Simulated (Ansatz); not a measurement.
## Geometry relaxation, with input and output: CdS (part 3 of 3)

CdS (slab, 16 atoms in the cell); DFT PBE+D3(BJ), scalar-relativistic, plane waves, PAW, no spin polarisation (Ansatz 0.2.0); cutoff 420 eV, 2×2×1 k-mesh, Gaussian smearing of 0.05 eV. The structure derives from an entry of the Crystallography Open Database. The input holds or restrains some coordinates. Forces given for the steps count only the free coordinates. It belongs to a series of runs on one base structure; here: clean slab, lower planes held.

Geometry of the input (Å; fractional positions):
```
8.2751  0.0000  0.0000
-4.1375  7.1664  0.0000
0.0000  0.0000  20.2229
S  0.5000  0.0000  0.3956
S  0.5000  0.5000  0.3956
S  0.0000  0.0000  0.3956
S  -0.0000  0.5000  0.3956
Cd 0.1667  0.8333  0.4374
Cd 0.1667  0.3333  0.4374
Cd 0.6667  0.8333  0.4374
Cd 0.6667  0.3333  0.4374
S  0.6667  0.8333  0.5626
S  0.6667  0.3333  0.5626
S  0.1667  0.8333  0.5626
S  0.1667  0.3333  0.5626
Cd 0.3333  0.6667  0.6044
Cd 0.3333  0.1667  0.6044
Cd 0.8333  0.6667  0.6044
Cd 0.8333  0.1667  0.6044
```

### Output, continued
```
--- Relaxed structure (10 steps of the walk, 10 accepted, 0 SCFs on fresh bases) ---
  F+E_penalty+E_count = -73261.98785394 eV   max|allowed force component| = 1.642e-2 eV/Å
  atoms:
    - { symbol: S, position: [0.49999999999999994, -3.4694469519536138e-18, 0.3955919191] }
    - { symbol: S, position: [0.49999999999999994, 0.49999999999999994, 0.3955919191] }
    - { symbol: S, position: [-8.095376221763629e-18, -3.4694469519536138e-18, 0.3955919191] }
    - { symbol: S, position: [0.0, 0.49999999999999994, 0.3955919191] }
    - { symbol: Cd, position: [0.16666666666666657, 0.8333333333333333, 0.4373551514999999] }
    - { symbol: Cd, position: [0.16666666666666663, 0.33333333333333337, 0.4373551514999999] }
    - { symbol: Cd, position: [0.6666666666666665, 0.8333333333333333, 0.4373551514999999] }
    - { symbol: Cd, position: [0.6666666666666666, 0.33333333333333337, 0.4373551514999999] }
    - { symbol: S, position: [0.6666666666666665, 0.8333333333333333, 0.5783400090216884] }
    - { symbol: S, position: [0.6666666666666666, 0.33333333333333337, 0.5783400090216884] }
    - { symbol: S, position: [0.16666666666666657, 0.8333333333333333, 0.5783400090216884] }
    - { symbol: S, position: [0.16666666666666663, 0.33333333333333337, 0.5783400090216884] }
    - { symbol: Cd, position: [0.3333333333333333, 0.6666666666666665, 0.5461915592100033] }
    - { symbol: Cd, position: [0.33333333333333337, 0.16666666666666663, 0.5461915592100033] }
    - { symbol: Cd, position: [0.8333333333333333, 0.6666666666666665, 0.5461915592100033] }
    - { symbol: Cd, position: [0.8333333333333333, 0.16666666666666663, 0.5461915592100033] }
```

### Trajectory as extended XYZ (Å, eV, eV/Å), 7 of the 10 frames kept, from step=1 to step=10
```
16
Lattice="8.2751 0.0000 0.0000 -4.1375 7.1664 0.0000 0.0000 0.0000 20.2229" Properties=species:S:1:pos:R:3:forces:R:3 step=1 energy=-73260.11934
S     4.1375    0.0000    8.0000    0.0000   0.0000   0.5841
S     2.0688    3.5832    8.0000    0.0000   0.0000   0.5841
S     0.0000    0.0000    8.0000    0.0000   0.0000   0.5841
S    -2.0688    3.5832    8.0000    0.0000   0.0000   0.5841
Cd   -2.0688    5.9720    8.8446    0.0000   0.0000  -1.2070
Cd    0.0000    2.3888    8.8446    0.0000   0.0000  -1.2070
Cd    2.0688    5.9720    8.8446    0.0000   0.0000  -1.2070
Cd    4.1375    2.3888    8.8446    0.0000   0.0000  -1.2070
S     2.0688    5.9720   11.3783    0.0000   0.0000   1.3404
S     4.1375    2.3888   11.3783    0.0000   0.0000   1.3404
S    -2.0688    5.9720   11.3783    0.0000   0.0000   1.3404
S     0.0000    2.3888   11.3783    0.0000   0.0000   1.3404
Cd    0.0000    4.7776   12.2229    0.0000   0.0000  -0.7174
Cd    2.0688    1.1944   12.2229    0.0000   0.0000  -0.7174
Cd    4.1375    4.7776   12.2229    0.0000   0.0000  -0.7174
Cd    6.2063    1.1944   12.2229    0.0000   0.0000  -0.7174
16
Lattice="8.2751 0.0000 0.0000 -4.1375 7.1664 0.0000 0.0000 0.0000 20.2229" Properties=species:S:1:pos:R:3:forces:R:3 step=3 energy=-73261.14364
S     4.1375    0.0000    8.0000    0.0000   0.0000   0.7316
S     2.0688    3.5832    8.0000    0.0000   0.0000   0.7316
S     0.0000    0.0000    8.0000    0.0000   0.0000   0.7316
S    -2.0688    3.5832    8.0000    0.0000   0.0000   0.7316
Cd   -2.0688    5.9720    8.8446    0.0000   0.0000  -0.7406
Cd    0.0000    2.3888    8.8446    0.0000   0.0000  -0.7406
Cd    2.0688    5.9720    8.8446    0.0000   0.0000  -0.7406
Cd    4.1375    2.3888    8.8446    0.0000   0.0000  -0.7406
S     2.0688    5.9720   11.6496    0.0000   0.0000   0.1551
S     4.1375    2.3888   11.6496    0.0000   0.0000   0.1551
S    -2.0688    5.9720   11.6496    0.0000   0.0000   0.1551
S     0.0000    2.3888   11.6496    0.0000   0.0000   0.1551
Cd    0.0000    4.7776   12.0203    0.0000   0.0000  -0.1461
Cd    2.0688    1.1944   12.0203    0.0000   0.0000  -0.1461
Cd    4.1375    4.7776   12.0203    0.0000   0.0000  -0.1461
Cd    6.2063    1.1944   12.0203    0.0000   0.0000  -0.1461
16
Lattice="8.2751 0.0000 0.0000 -4.1375 7.1664 0.0000 0.0000 0.0000 20.2229" Properties=species:S:1:pos:R:3:forces:R:3 step=4 energy=-73261.23609
S     4.1375    0.0000    8.0000    0.0000   0.0000   0.7532
S     2.0688    3.5832    8.0000    0.0000   0.0000   0.7532
S     0.0000    0.0000    8.0000    0.0000   0.0000   0.7532
S    -2.0688    3.5832    8.0000    0.0000   0.0000   0.7532
Cd   -2.0688    5.9720    8.8446    0.0000   0.0000  -0.7606
Cd    0.0000    2.3888    8.8446    0.0000   0.0000  -0.7606
Cd    2.0688    5.9720    8.8446    0.0000   0.0000  -0.7606
Cd    4.1375    2.3888    8.8446    0.0000   0.0000  -0.7606
S     2.0688    5.9720   11.6655    0.0000   0.0000   0.1154
S     4.1375    2.3888   11.6655    0.0000   0.0000   0.1154
S    -2.0688    5.9720   11.6655    0.0000   0.0000   0.1154
S     0.0000    2.3888   11.6655    0.0000   0.0000   0.1154
Cd    0.0000    4.7776   11.8332    0.0000   0.0000  -0.1082
Cd    2.0688    1.1944   11.8332    0.0000   0.0000  -0.1082
Cd    4.1375    4.7776   11.8332    0.0000   0.0000  -0.1082
Cd    6.2063    1.1944   11.8332    0.0000   0.0000  -0.1082
16
Lattice="8.2751 0.0000 0.0000 -4.1375 7.1664 0.0000 0.0000 0.0000 20.2229" Properties=species:S:1:pos:R:3:forces:R:3 step=5 energy=-73261.41336
S     4.1375    0.0000    8.0000    0.0000   0.0000   0.8363
S     2.0688    3.5832    8.0000    0.0000   0.0000   0.8363
S     0.0000    0.0000    8.0000    0.0000   0.0000   0.8363
S    -2.0688    3.5832    8.0000    0.0000   0.0000   0.8363
Cd   -2.0688    5.9720    8.8446    0.0000   0.0000  -0.7491
Cd    0.0000    2.3888    8.8446    0.0000   0.0000  -0.7491
Cd    2.0688    5.9720    8.8446    0.0000   0.0000  -0.7491
Cd    4.1375    2.3888    8.8446    0.0000   0.0000  -0.7491
S     2.0688    5.9720   11.7408    0.0000   0.0000   0.1795
S     4.1375    2.3888   11.7408    0.0000   0.0000   0.1795
S    -2.0688    5.9720   11.7408    0.0000   0.0000   0.1795
S     0.0000    2.3888   11.7408    0.0000   0.0000   0.1795
Cd    0.0000    4.7776   11.6382    0.0000   0.0000  -0.2667
Cd    2.0688    1.1944   11.6382    0.0000   0.0000  -0.2667
Cd    4.1375    4.7776   11.6382    0.0000   0.0000  -0.2667
Cd    6.2063    1.1944   11.6382    0.0000   0.0000  -0.2667
16
Lattice="8.2751 0.0000 0.0000 -4.1375 7.1664 0.0000 0.0000 0.0000 20.2229" Properties=species:S:1:pos:R:3:forces:R:3 step=7 energy=-73261.86425
S     4.1375    0.0000    8.0000    0.0000   0.0000   0.7557
S     2.0688    3.5832    8.0000    0.0000   0.0000   0.7557
S     0.0000    0.0000    8.0000    0.0000   0.0000   0.7557
S    -2.0688    3.5832    8.0000    0.0000   0.0000   0.7557
Cd   -2.0688    5.9720    8.8446    0.0000   0.0000  -0.4713
Cd    0.0000    2.3888    8.8446    0.0000   0.0000  -0.4713
Cd    2.0688    5.9720    8.8446    0.0000   0.0000  -0.4713
Cd    4.1375    2.3888    8.8446    0.0000   0.0000  -0.4713
S     2.0688    5.9720   11.8894    0.0000   0.0000  -0.2784
S     4.1375    2.3888   11.8894    0.0000   0.0000  -0.2784
S    -2.0688    5.9720   11.8894    0.0000   0.0000  -0.2784
S     0.0000    2.3888   11.8894    0.0000   0.0000  -0.2784
Cd    0.0000    4.7776   11.2467    0.0000   0.0000  -0.0057
Cd    2.0688    1.1944   11.2467    0.0000   0.0000  -0.0057
Cd    4.1375    4.7776   11.2467    0.0000   0.0000  -0.0057
Cd    6.2063    1.1944   11.2467    0.0000   0.0000  -0.0057
16
Lattice="8.2751 0.0000 0.0000 -4.1375 7.1664 0.0000 0.0000 0.0000 20.2229" Properties=species:S:1:pos:R:3:forces:R:3 step=9 energy=-73261.98576
S     4.1375    0.0000    8.0000    0.0000   0.0000   0.6476
S     2.0688    3.5832    8.0000    0.0000   0.0000   0.6476
S     0.0000    0.0000    8.0000    0.0000   0.0000   0.6476
S    -2.0688    3.5832    8.0000    0.0000   0.0000   0.6476
Cd   -2.0688    5.9720    8.8446    0.0000   0.0000  -0.6435
Cd    0.0000    2.3888    8.8446    0.0000   0.0000  -0.6435
Cd    2.0688    5.9720    8.8446    0.0000   0.0000  -0.6435
Cd    4.1375    2.3888    8.8446    0.0000   0.0000  -0.6435
S     2.0688    5.9720   11.6977    0.0000   0.0000   0.0433
S     4.1375    2.3888   11.6977    0.0000   0.0000   0.0433
S    -2.0688    5.9720   11.6977    0.0000   0.0000   0.0433
S     0.0000    2.3888   11.6977    0.0000   0.0000   0.0433
Cd    0.0000    4.7776   11.0802    0.0000   0.0000  -0.0474
Cd    2.0688    1.1944   11.0802    0.0000   0.0000  -0.0474
Cd    4.1375    4.7776   11.0802    0.0000   0.0000  -0.0474
Cd    6.2063    1.1944   11.0802    0.0000   0.0000  -0.0474
16
Lattice="8.2751 0.0000 0.0000 -4.1375 7.1664 0.0000 0.0000 0.0000 20.2229" Properties=species:S:1:pos:R:3:forces:R:3 step=10 energy=-73261.98785
S     4.1375    0.0000    8.0000    0.0000   0.0000   0.6253
S     2.0688    3.5832    8.0000    0.0000   0.0000   0.6253
S     0.0000    0.0000    8.0000    0.0000   0.0000   0.6253
S    -2.0688    3.5832    8.0000    0.0000   0.0000   0.6253
Cd   -2.0688    5.9720    8.8446    0.0000   0.0000  -0.6306
Cd    0.0000    2.3888    8.8446    0.0000   0.0000  -0.6306
Cd    2.0688    5.9720    8.8446    0.0000   0.0000  -0.6306
Cd    4.1375    2.3888    8.8446    0.0000   0.0000  -0.6306
S     2.0688    5.9720   11.6957    0.0000   0.0000  -0.0111
S     4.1375    2.3888   11.6957    0.0000   0.0000  -0.0111
S    -2.0688    5.9720   11.6957    0.0000   0.0000  -0.0111
S     0.0000    2.3888   11.6957    0.0000   0.0000  -0.0111
Cd    0.0000    4.7776   11.0456    0.0000   0.0000   0.0164
Cd    2.0688    1.1944   11.0456    0.0000   0.0000   0.0164
Cd    4.1375    4.7776   11.0456    0.0000   0.0000   0.0164
Cd    6.2063    1.1944   11.0456    0.0000   0.0000   0.0164
```

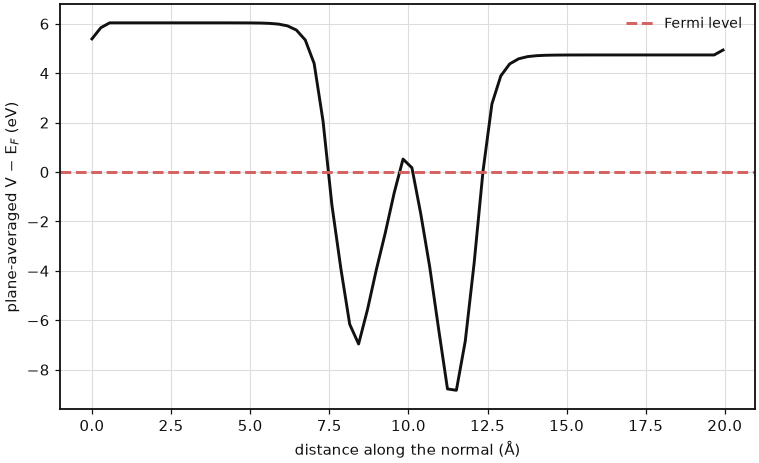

**Figure 1.** Plane average of the electrostatic potential energy of an electron across the cell, from the Fermi level. The vacuum level lies 4.74 eV above the Fermi level on the upper side and 6.04 eV on the lower.

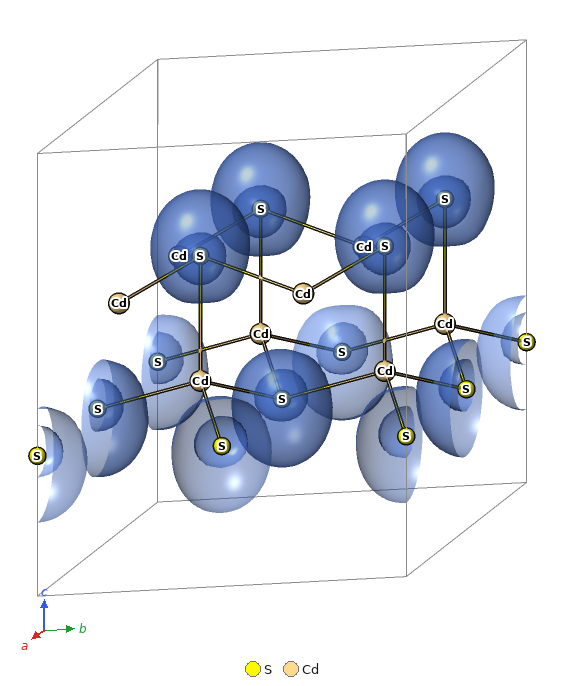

**Figure 2.** Isosurface of the electron localisation function at 0.75 (blue), seen slightly off an axis. Only the valence region is drawn (cores and ρ < 0.01 e/Å³ removed). Sticks mark near contacts. Profiles from the grid: Cd–S (2.48 Å): the ELF is about 0.35 at the midpoint. Cd–S (2.53 Å): the ELF is about 0.35 at the midpoint. Core electrons are frozen (PAW), so the fields are smoothed inside the atomic spheres.

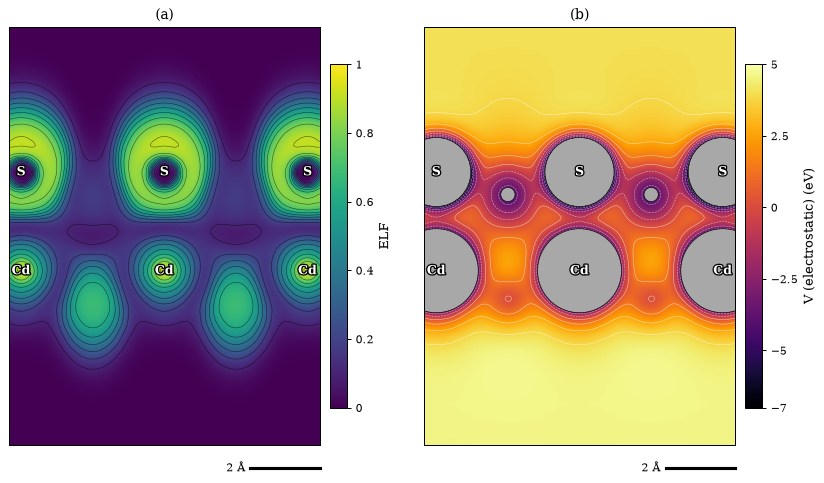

**Figure 3.** (a) electron localisation function; (b) electrostatic potential energy of an electron on the (010) plane of the calculation cell, a cut from vacuum to vacuum. Grey discs, where drawn, cover atomic cores. Cd–S (2.85 Å): the ELF peaks at about 0.80 in the valence shell of S, 0.9 Å from its nucleus, and drops to about 0.10 between the two atoms. The strong features right at Cd lie inside the PAW spheres (semicore, d or f shells) and say nothing about bonding.

### Summary

| quantity | value |
| --- | --- |
| outcome | converged under the restraints of the input |
| electrons treated | 208 |
| free energy | −73261.9879 eV |
| work function, top face | 4.74 eV |
| work function, bottom face | 6.04 eV |
| Fermi energy | −1.051 eV |
| gap on the k-point mesh | 1.05 eV |
| final volume | 1199.27 Å³ |
| work function (upper face) | 4.74 eV |
| largest force (length of the vector) at the end, held atoms and coordinates included | 0.631 eV/Å |
| wall time | 73 s (CPU time 4.5 min) |
| peak memory | 1.8 GiB |
